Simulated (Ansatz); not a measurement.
**MgO: single-point calculation (part 2 of 2)**

The same run, continued: MgO (slab, 24 atoms in the cell); DFT PBE+D3(BJ), scalar-relativistic, plane waves, PAW, no spin polarisation (Ansatz 0.2.0); cutoff 420 eV, 3×3×1 k-mesh, Gaussian smearing of 0.05 eV. The structure derives from an entry of the Crystallography Open Database. It belongs to a series of runs on one base structure; here: the slab at its places in the relaxed adsorbed structure.

Geometry of the input (Å; fractional positions):
```
5.9506  0.0000  0.0000
-2.9753  5.1534  0.0000
0.0000  0.0000  26.3136
O  0.1667  0.3333  0.3040
O  0.1667  0.8333  0.3040
O  0.6667  0.3333  0.3040
O  0.6667  0.8333  0.3040
Mg 0.3333  0.1667  0.3502
Mg 0.3333  0.6667  0.3502
Mg 0.8333  0.1667  0.3502
Mg 0.8333  0.6667  0.3502
O  0.5000  0.5000  0.3963
O  0.5000  0.0000  0.3963
O  -0.0000  0.5000  0.3963
O  0.0000  0.0000  0.3963
Mg 0.6666  0.3334  0.4388
Mg 0.6666  0.8333  0.4389
Mg 0.1667  0.3334  0.4389
Mg 0.1667  0.8333  0.4388
O  0.8332  0.6667  0.4902
O  0.8332  0.1665  0.4905
O  0.3335  0.6667  0.4904
O  0.3333  0.1667  0.4905
Mg -0.0001  0.5003  0.5333
Mg -0.0003  -0.0005  0.5335
Mg 0.5003  0.5003  0.5336
Mg 0.4998  -0.0003  0.5337
```

**Output, continued**
```
  k-point 0: bands = ["-78.3897", "-78.3851", "-78.3839", "-78.3817", "-77.3541", "-77.3494", "-77.3476", "-77.3433", "-75.4213", "-75.4155", "-75.4154", "-75.4153", "-45.1856", "-45.1848", "-45.1842", "-45.1396", "-45.1384", "-45.1377", "-45.1373", "-45.1280", "-45.1270", "-45.1253", "-45.1245", "-45.1243", "-44.1464", "-44.1444", "-44.1431", "-44.1243", "-44.1133", "-44.1115", "-44.1073", "-44.0958", "-44.0946", "-44.0935", "-44.0796", "-44.0793", "-42.2166", "-42.2165", "-42.2165", "-42.1792", "-42.1664", "-42.1663", "-42.1663", "-42.1662", "-42.1661", "-42.1661", "-42.1516", "-42.1516", "-22.2880", "-21.4029", "-21.3978", "-21.3947", "-21.1442", "-20.3995", "-20.3991", "-20.3989", "-18.1203", "-17.5202", "-17.5202", "-17.5202", "-9.5495", "-9.5464", "-9.5415", "-9.2573", "-8.6723", "-8.6705", "-8.6694", "-7.2402", "-7.2374", "-7.2360", "-6.9558", "-6.5755", "-6.5751", "-6.5744", "-6.3076", "-6.3072", "-6.3068", "-5.9056", "-5.9054", "-5.5999", "-5.5997", "-5.5996", "-4.9409", "-4.9408", "-4.3577", "-4.3576", "-4.3575", "-4.2998", "-2.9871", "-2.5997", "-2.5996", "-2.5994", "-2.4305", "-2.4305", "-2.4305", "-1.9184", "-1.9184", "-0.5977", "-0.5927", "-0.5832", "0.4055", "0.6441", "0.6539", "0.6596", "1.8620", "2.5441", "3.1546", "3.9677", "3.9749", "3.9823", "4.5677", "4.5906", "4.5944", "4.6010", "5.6778", "5.6829", "5.6929", "5.9490", "6.3491", "6.3531"]
  k-point 1: bands = ["-78.3884", "-78.3860", "-78.3840", "-78.3821", "-77.3531", "-77.3493", "-77.3484", "-77.3435", "-75.4198", "-75.4169", "-75.4155", "-75.4153", "-45.1774", "-45.1770", "-45.1700", "-45.1469", "-45.1460", "-45.1403", "-45.1350", "-45.1339", "-45.1298", "-45.1280", "-45.1270", "-45.1258", "-44.1382", "-44.1343", "-44.1288", "-44.1215", "-44.1142", "-44.1129", "-44.1078", "-44.1045", "-44.1016", "-44.0954", "-44.0916", "-44.0826", "-42.2081", "-42.2079", "-42.2004", "-42.1760", "-42.1748", "-42.1747", "-42.1694", "-42.1678", "-42.1663", "-42.1662", "-42.1626", "-42.1552", "-22.0828", "-21.6397", "-21.4100", "-21.4031", "-20.9728", "-20.6020", "-20.4011", "-20.4010", "-17.9802", "-17.6811", "-17.5209", "-17.5208", "-9.1544", "-9.1457", "-8.9354", "-8.8494", "-8.4070", "-8.3803", "-8.3762", "-7.4048", "-7.4012", "-7.3981", "-7.3743", "-7.1067", "-7.1058", "-6.4370", "-6.4191", "-6.2317", "-6.2306", "-6.2262", "-6.1170", "-6.1152", "-6.0851", "-5.9792", "-5.4457", "-5.1171", "-4.0914", "-4.0913", "-3.8683", "-3.7101", "-2.8508", "-2.8491", "-2.8490", "-2.6882", "-2.6628", "-2.5588", "-2.5586", "-2.3592", "-2.3084", "-2.0527", "-1.0043", "-0.9997", "1.3218", "2.0193", "2.0243", "2.5552", "2.5663", "3.3563", "3.6691", "3.9453", "4.4228", "4.4949", "4.4981", "4.8387", "4.8479", "5.0845", "5.0924", "5.3726", "5.7593", "5.7651", "6.0435", "6.1102"]
  k-point 2: bands = ["-78.3885", "-78.3851", "-78.3849", "-78.3819", "-77.3530", "-77.3499", "-77.3479", "-77.3435", "-75.4198", "-75.4169", "-75.4154", "-75.4154", "-45.1781", "-45.1762", "-45.1701", "-45.1475", "-45.1452", "-45.1405", "-45.1353", "-45.1339", "-45.1291", "-45.1280", "-45.1278", "-45.1254", "-44.1376", "-44.1350", "-44.1288", "-44.1214", "-44.1150", "-44.1121", "-44.1080", "-44.1042", "-44.1022", "-44.0951", "-44.0911", "-44.0829", "-42.2080", "-42.2080", "-42.2004", "-42.1760", "-42.1748", "-42.1747", "-42.1695", "-42.1678", "-42.1663", "-42.1662", "-42.1626", "-42.1552", "-22.0828", "-21.6397", "-21.4087", "-21.4044", "-20.9728", "-20.6021", "-20.4012", "-20.4010", "-17.9802", "-17.6811", "-17.5208", "-17.5208", "-9.1528", "-9.1474", "-8.9352", "-8.8495", "-8.4072", "-8.3788", "-8.3774", "-7.4044", "-7.4024", "-7.3974", "-7.3741", "-7.1064", "-7.1059", "-6.4369", "-6.4192", "-6.2315", "-6.2308", "-6.2261", "-6.1165", "-6.1156", "-6.0853", "-5.9792", "-5.4458", "-5.1171", "-4.0914", "-4.0913", "-3.8683", "-3.7101", "-2.8508", "-2.8491", "-2.8490", "-2.6882", "-2.6628", "-2.5588", "-2.5587", "-2.3593", "-2.3084", "-2.0527", "-1.0035", "-1.0003", "1.3218", "2.0210", "2.0224", "2.5554", "2.5662", "3.3563", "3.6691", "3.9453", "4.4226", "4.4964", "4.4969", "4.8392", "4.8476", "5.0846", "5.0923", "5.3726", "5.7617", "5.7626", "6.0438", "6.1101"]
  k-point 4: bands = ["-78.3884", "-78.3860", "-78.3840", "-78.3821", "-77.3529", "-77.3502", "-77.3476", "-77.3436", "-75.4198", "-75.4169", "-75.4154", "-75.4154", "-45.1776", "-45.1768", "-45.1700", "-45.1469", "-45.1460", "-45.1403", "-45.1351", "-45.1339", "-45.1298", "-45.1280", "-45.1270", "-45.1257", "-44.1368", "-44.1359", "-44.1287", "-44.1213", "-44.1154", "-44.1116", "-44.1082", "-44.1036", "-44.1031", "-44.0949", "-44.0907", "-44.0833", "-42.2080", "-42.2080", "-42.2004", "-42.1760", "-42.1748", "-42.1747", "-42.1695", "-42.1678", "-42.1663", "-42.1662", "-42.1626", "-42.1552", "-22.0828", "-21.6398", "-21.4072", "-21.4058", "-20.9728", "-20.6020", "-20.4013", "-20.4008", "-17.9802", "-17.6811", "-17.5209", "-17.5208", "-9.1507", "-9.1494", "-8.9352", "-8.8496", "-8.4072", "-8.3786", "-8.3776", "-7.4043", "-7.4026", "-7.3974", "-7.3740", "-7.1067", "-7.1057", "-6.4370", "-6.4191", "-6.2314", "-6.2310", "-6.2261", "-6.1162", "-6.1160", "-6.0852", "-5.9792", "-5.4457", "-5.1171", "-4.0914", "-4.0913", "-3.8683", "-3.7101", "-2.8508", "-2.8491", "-2.8490", "-2.6882", "-2.6628", "-2.5588", "-2.5587", "-2.3593", "-2.3084", "-2.0527", "-1.0024", "-1.0014", "1.3218", "2.0209", "2.0225", "2.5555", "2.5662", "3.3563", "3.6690", "3.9453", "4.4226", "4.4949", "4.4985", "4.8417", "4.8450", "5.0846", "5.0923", "5.3725", "5.7609", "5.7635", "6.0435", "6.1101"]
```

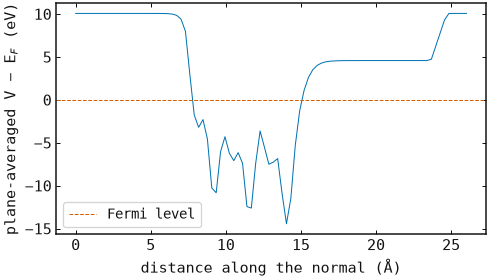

Fig. 1: Plane average of the electrostatic potential energy of an electron across the cell, from the Fermi level. The vacuum level lies 4.57 eV above the Fermi level on the upper side and 10.07 eV on the lower.

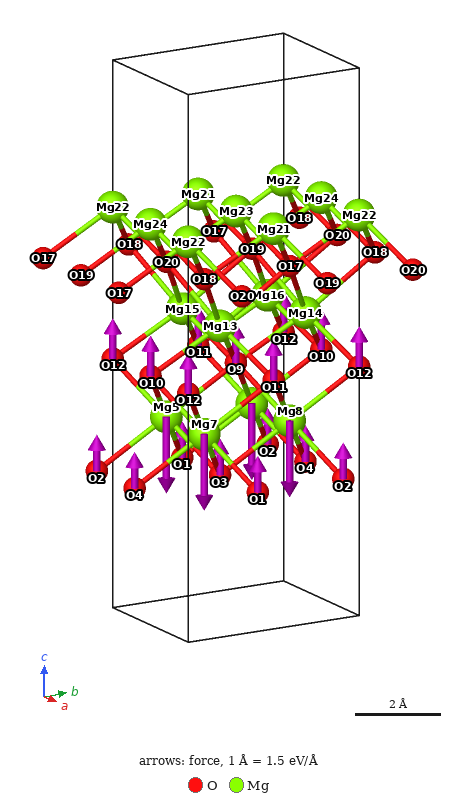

Fig. 2: Forces on the atoms as pink arrows (ball-and-stick view of the cell of the calculation, with the vacuum cut short, seen slightly off an axis; bonded neighbours outside the cell are drawn too; atoms are numbered from 1 in the order of the input); the smallest are left out. The largest act on Mg5, Mg6, Mg7, Mg8 (2.74 eV/Å); O10, O11, O12 (1.44 eV/Å); O9 (1.44 eV/Å); O1, O2, O3, O4 (1.30 eV/Å). The geometry is not a stationary point of this energy.

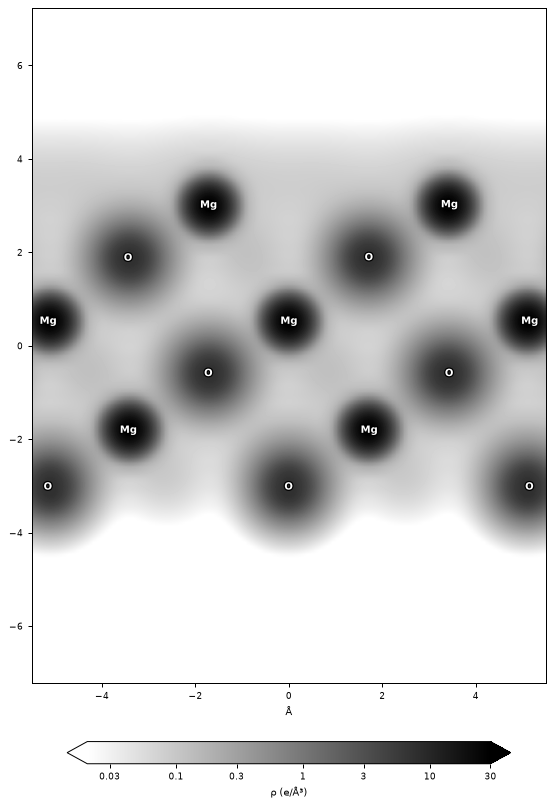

Fig. 3: Valence electron density on the (110) plane of the calculation cell, a cut from vacuum to vacuum. Atoms in the plane: O and Mg. Mg–O (2.05 Å): ρ at the midpoint is about 0.39 e/Å³. Mg–O (2.10 Å): the density is about 0.33 e/Å³ at the midpoint. Mg–O (2.18 Å): the density is about 0.28 e/Å³ at the midpoint. The density dies away to nearly zero in the vacuum. Core electrons are frozen (PAW), so the fields are smoothed inside the atomic spheres.

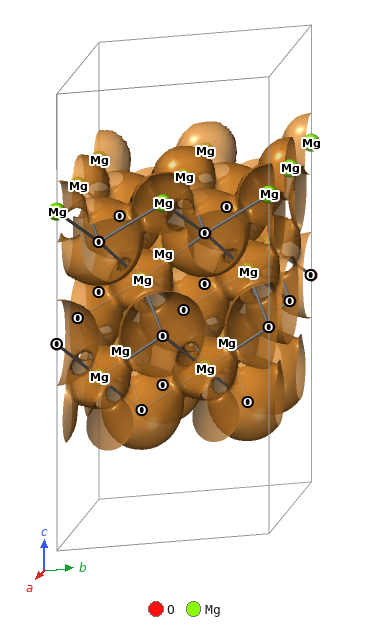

Fig. 4: Isosurface of the valence electron density at 0.2 e/Å³ (orange), seen slightly off an axis. Sticks mark near contacts. At this value the density is joined into sheets; it holds about 90 % of the electrons treated as valence (semicore included). On the grid the lowest density along these lines, outside the cores, is 0.33 e/Å³ (Mg–O, 2.05 Å), 0.28 e/Å³ (Mg–O, 2.10 Å) and 0.23 e/Å³ (Mg–O, 2.18 Å).

**Summary**

```csv
quantity,value
outcome,converged
electrons treated,192
free energy,−29912.9480 eV
"work function, top face",4.57 eV
"work function, bottom face",10.07 eV
Fermi energy,−2.376 eV
gap on the k-point mesh,none (metallic)
work function (upper face),4.57 eV
largest force (length of the vector),2.742 eV/Å
hardware,"4 threads of Arm Neoverse V2, 24 GiB of memory available, shared host"
wall time,20 s (CPU time 76 s)
peak memory,1.9 GiB
```
